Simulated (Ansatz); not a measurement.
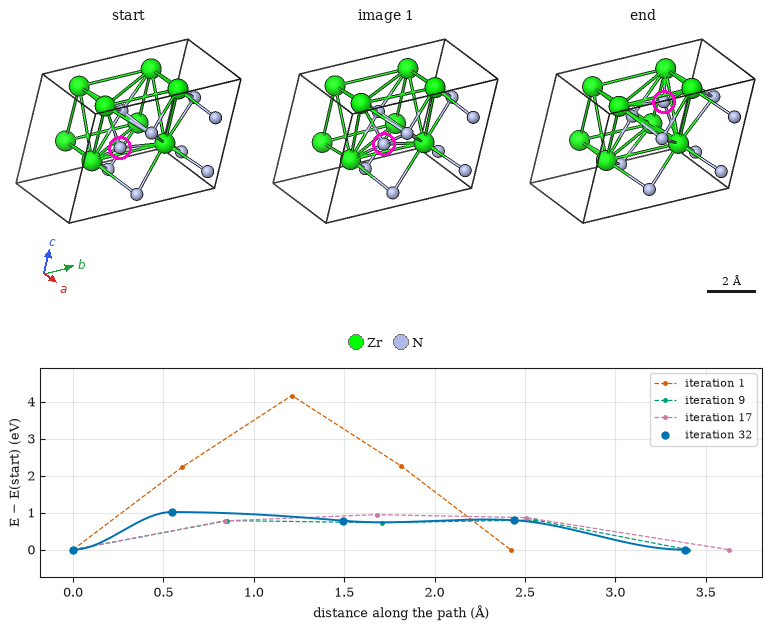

NEB run on ZrN with an interstitial N (17 atoms in the cell). Images are numbered from 0 (start) to 4 (end). The plot follows the band through its iterations. Style: ball-and-stick. Shown: the reduced simulation cell (origin moved), slightly off an axis. The moving atom is ringed, with any periodic copies. Lengths and directions refer to the drawn axes. Bonds to atoms that aren't drawn are left out.

The calculation used Ansatz, DFT PBEsol, scalar-relativistic, plane waves, PAW. Set-up: plane-wave cutoff 420 eV; k-point mesh 3 × 3 × 3; Gaussian smearing 0.05 eV; 3 movable images; climbing image; force threshold 0.03 eV/Å; iteration limit 80; starting path by image-dependent pair potential.

**Judge this run.**

The run is converged, with reservations. The band converged in 32 iterations. The climbing image converged on the top of the path. A check of its curvatures found one unstable direction (−16 eV/Å²), as a transition state must have. The first iteration put the highest image at 4.17 eV. The two ends have nearly the same energy, and the highest point, image 1, lies 1.02 eV above the start.

Limits of the set-up: the cell has an odd number of electrons but was run without spin polarisation; the periodic images lie only 6.5 Å apart, so the values are limited by the cell's size.

PAW datasets: the set soft_1.
